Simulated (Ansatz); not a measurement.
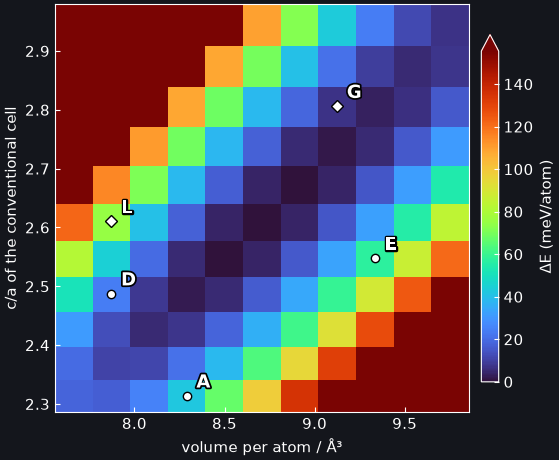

BN (P6_3/mmc, No. 194; 4 atoms in the cell). The energy is mapped over volume and the cell's shape. The first coordinate is: volume per atom; the second: c/a of the conventional cell. Nothing is relaxed (symmetry fixes all fractional coordinates). Grid: 11 × 11 points. Points are written as (first, second). Energies: meV/atom, counted from the lowest grid point. Method: Ansatz, DFT LDA, scalar-relativistic, plane waves, PAW. Settings: cutoff 520 eV, k-mesh 12×12×4 in the order of the run's cell vectors, gaussian smearing 0.05 eV, no spin polarisation.

Drawn: one coloured cell a grid point, one colour for all values above the top of the scale, lettered points.

**Is A the lowest point of the computed grid?**

No. A lies 42 meV/atom above the lowest grid point, which is at (8.707 Å³, 2.610).

**Rank the lettered points by energy, lowest first.**

G (7 meV/atom), D (24 meV/atom), A (42 meV/atom), E (57 meV/atom), L (75 meV/atom).

**What kind of point is each of D, E, L: minimum, saddle, maximum or slope?**

D: on a slope; E: on a slope; L: on a slope. (In these two coordinates alone; a stationary point may lie a little off the grid point.)

PAW datasets: the set soft_1.
